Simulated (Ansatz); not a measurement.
MnSb

```
Mn Sb
1.0
     4.15000    0.00000    0.00000
    -2.07500    3.59401    0.00000
     0.00000    0.00000    5.78000
Mn Sb
2 2
Direct
  0.00000 0.00000 0.00000
  0.00000 0.00000 0.50000
  0.33333 0.66667 0.25000
  0.66667 0.33333 0.75000
```

Space group P6₃/mmc; computed pressure about −16 GPa in this cell; computed without spin polarisation; Hubbard U of 1 eV on Mn d only.

These are results of DFT PBE+U, scalar-relativistic, plane waves, PAW (Ansatz), not measurements.

> What can the converged valence pseudo-density and electron localisation function tell about the bonding?

Mn–Sb (2.80 Å): ρ is about 0.29 e/Å³ halfway; the ELF reaches about 0.55 near the midpoint.
Mn–Mn (2.89 Å): ρ is about 0.22 e/Å³ halfway; the ELF is about 0.35 at the midpoint.

> Metal or insulator at this level of theory?

It is gapless in this calculation (a metal or semimetal).

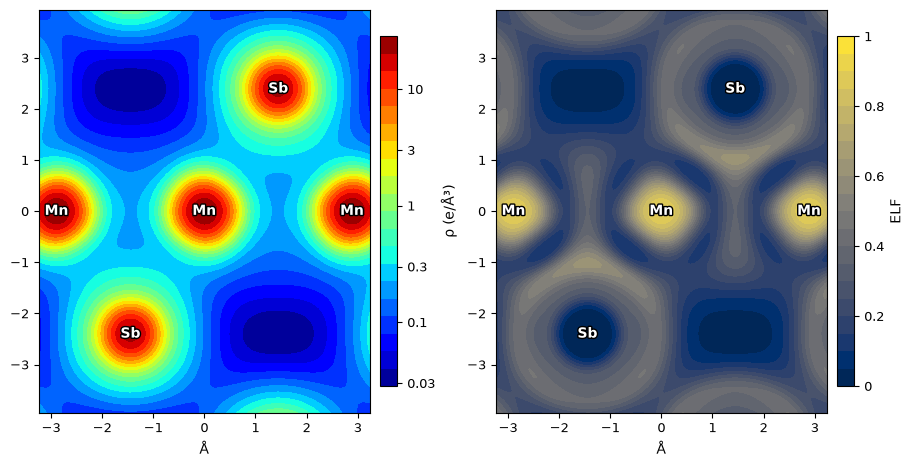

Computed valence pseudo-density and electron localisation function on the (110) plane of the conventional cell, in this order. 

In a PAW calculation such maps are meaningful between the atoms, not at the nuclei.
